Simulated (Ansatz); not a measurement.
Consider B₃₁HN₃₂ (cell with a defect).

B₃₁HN₃₂ (cell with a defect), 64 atoms, a = 8.68 Å, b = 9.37 Å, c = 9.37 Å, α = 64.72°, β = 62.39°, γ = 62.39°.

These are results of DFT PBE+D3(BJ), scalar-relativistic, plane waves, PAW in Ansatz, not measurements.

Predict the valence pseudo-density and electron localisation function between the atoms.

N–H (1.01 Å): ρ at the midpoint is about 3 e/Å³; the ELF climbs to about 1 towards the hydrogen, as it does in any bond to H; an ordinary covalent bond to hydrogen.
B–N (1.40 Å): the density is about 2 e/Å³ at the midpoint; the ELF peaks at about 0.90 between the atoms; a polar covalent bond.
B–N (1.44 Å): the density is about 1.8 e/Å³ at the midpoint; the ELF peaks at about 0.90 between the atoms: a polar covalent bond.
B–N (1.48 Å): the density is about 1.7 e/Å³ at the midpoint; the ELF peaks at about 0.95 between the atoms (a polar covalent bond).

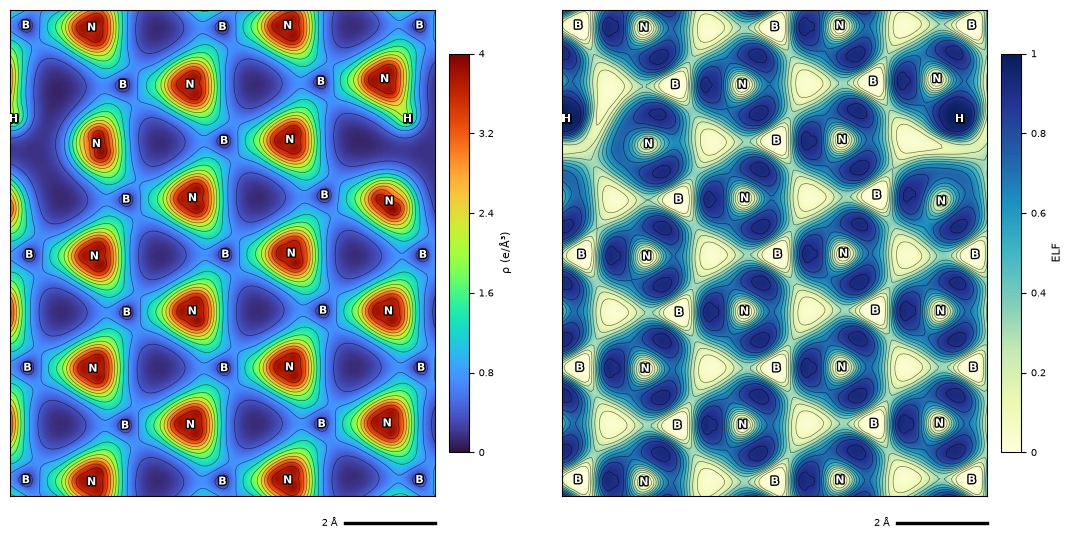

Computed valence pseudo-density and electron localisation function on the (011) plane of the calculation cell, in this order. 

Core electrons are frozen (PAW), and the valence fields are smoothed inside the atomic spheres.
